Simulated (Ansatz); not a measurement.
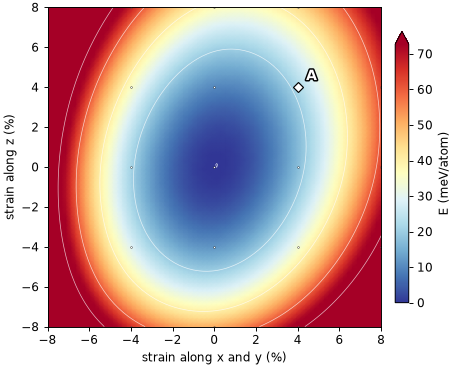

LiF (Pm-3m, No. 221; 2 atoms in the cell). The cell is strained homogeneously, by one strain along x and y and another along z, with fractional coordinates fixed (x, y and z along the cube axes). The first coordinate is: strain along x and y; the second: strain along z. Grid: 5 × 5 points. Points are written as (first, second). All energies are given in meV/atom relative to the lowest grid point. The reference cell is the one listed in the database, not relaxed at this level. Method: DFT PBE, scalar-relativistic, plane waves, PAW in Ansatz. Settings: cutoff 420 eV, k-mesh 10×10×10, gaussian smearing 0.05 eV, no spin polarisation.

Drawn: a smooth colour map with a few white contour lines, dots at the grid points, one colour for all values above the top of the scale, the point A. Between grid points the surface is interpolated.

> Which way does the force act at A, and how strong is it?

A, at (4 %, 4 %), is not a stationary point. The computed force is 7 meV/atom for each 1 % towards smaller values of strain along x and y and 3.5 meV/atom for each 1 % towards smaller values of strain along z.
